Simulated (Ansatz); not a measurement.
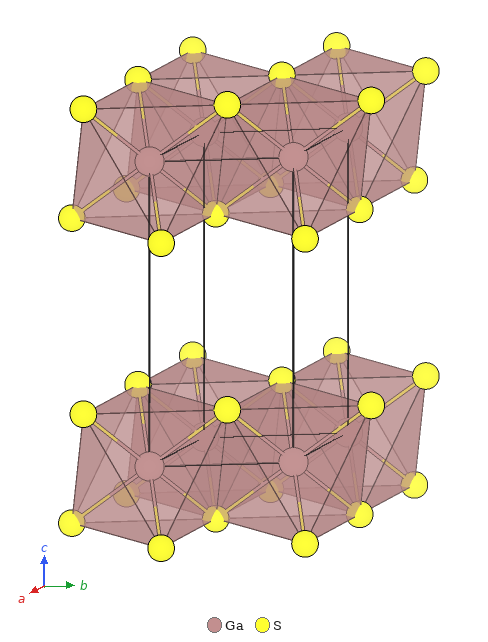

The image is a polyhedral drawing of a crystal, viewed slightly off an axis. The box is the conventional unit cell; atoms on or close to its faces, edges and corners are drawn wherever they repeat. A few atoms beyond the faces are included. Cell: a = 3.35 Å, b = 3.35 Å, c = 7.21 Å, α = 90.00°, β = 90.00°, γ = 120.00°.

It goes back to a structure type filled with these elements by a generator (whether the compound takes this form wasn't checked). Earlier steps of the study, as a rule a relaxation of our own, may have changed the cell and positions, so they can lie some per cent off the listed ones. It was run through Ansatz as a DFT input.

Q: Describe the crystal.

A: Its composition is GaS₂. It belongs to space group P-3m1 (No. 164) and has a primitive hexagonal lattice. It belongs to the family called cadmium iodide (CdI₂, 1T) type. With Z = 1, the cell contains 1 Ga, 2 S. The polyhedra are GaS6 octahedra; they share edges. Each Ga atom is coordinated by six S in an octahedral arrangement at about 2.4 Å. S sits among three Ga in a trigonal pyramidal arrangement at about 2.4 Å.

Level of theory and settings: DFT PBE, scalar-relativistic, plane waves, PAW in Ansatz, wavefunction cutoff 420 eV, an 18×18×8 grid in reciprocal space, Gaussian smearing of 0.1 eV, no spin polarisation.

Q: What is the electronic character?

A: A metal: bands cross the Fermi level.

Q: How are the electrons shared out in a Bader analysis?

A: Ga +1.21 e; S -0.60 e.

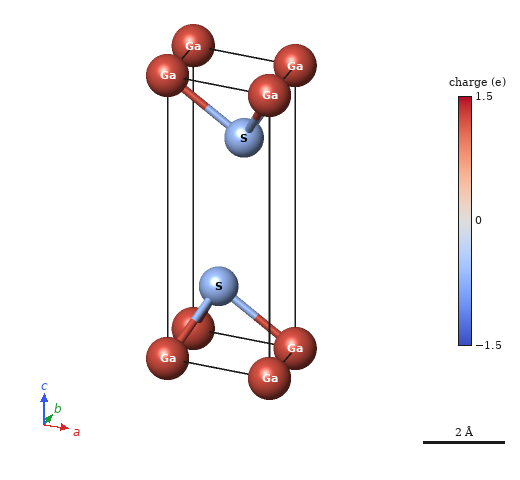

The atoms coloured by those charges. The run's cell of 3 atoms is drawn.

Q: Do the forces and the stress vanish for this geometry?

A: Yes. All forces vanish to within 0.01 eV/Å. The pressure is 0.0 GPa, close to zero.
